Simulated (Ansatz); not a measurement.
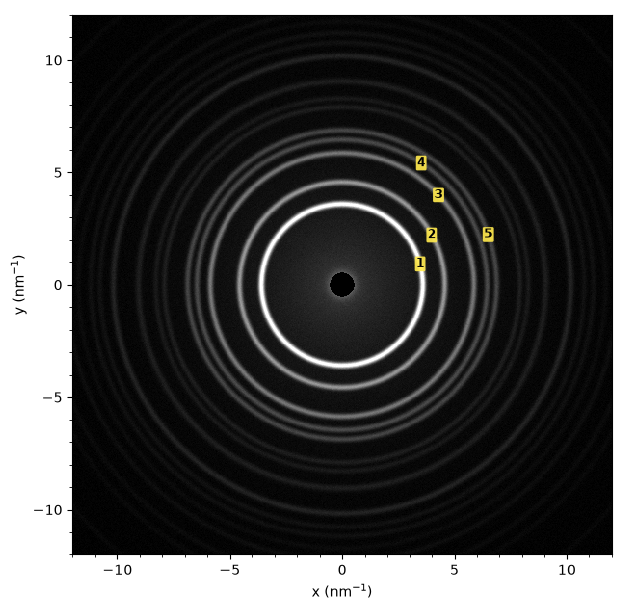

Simulated electron diffraction rings at 100 kV (λ = 0.0370 Å), scale in nm⁻¹ (radius = 1/d), for a mixture of two phases. Kinematic intensities with B = 0.8 Å² for all atoms, without multiple scattering; brightness goes as intensity to the power 0.6, clipped at the top, with counting noise. Reflections closer than the ring width show as one ring.

Phase I: Be (Fd-3m), a = 4.826 Å, b = 4.826 Å, c = 4.826 Å, α = 90.00°, β = 90.00°, γ = 90.00°; the geometry relaxed with DFT, LDA (PW92), plane waves (420 eV) with PAW, scalar-relativistic in Ansatz; the starting structure was generated, so it need not be a known form of this composition.
Phase II: Be (Pm-3m), a = 2.191 Å, b = 2.191 Å, c = 2.191 Å, α = 90.00°, β = 90.00°, γ = 90.00°; the input geometry of an electronic-structure calculation (not necessarily at equilibrium); the starting structure was generated, so it need not be a known form of this composition.
Volume fractions 0.7 and 0.3.

> Assign each numbered ring to its phase and index it.

| ring | radius | d (Å) | phase | hkl |
| --- | --- | --- | --- | --- |
| 1 | 3.59 nm⁻¹ | 2.79 | I | 111 |
| 2 | 4.56 nm⁻¹ | 2.19 | II | 100 |
| 3 | 5.86 nm⁻¹ | 1.706 | I | 220 |
| 4 | 6.46 nm⁻¹ | 1.549 | II | 110 |
| 5 | 6.87 nm⁻¹ | 1.455 | I | 311 |
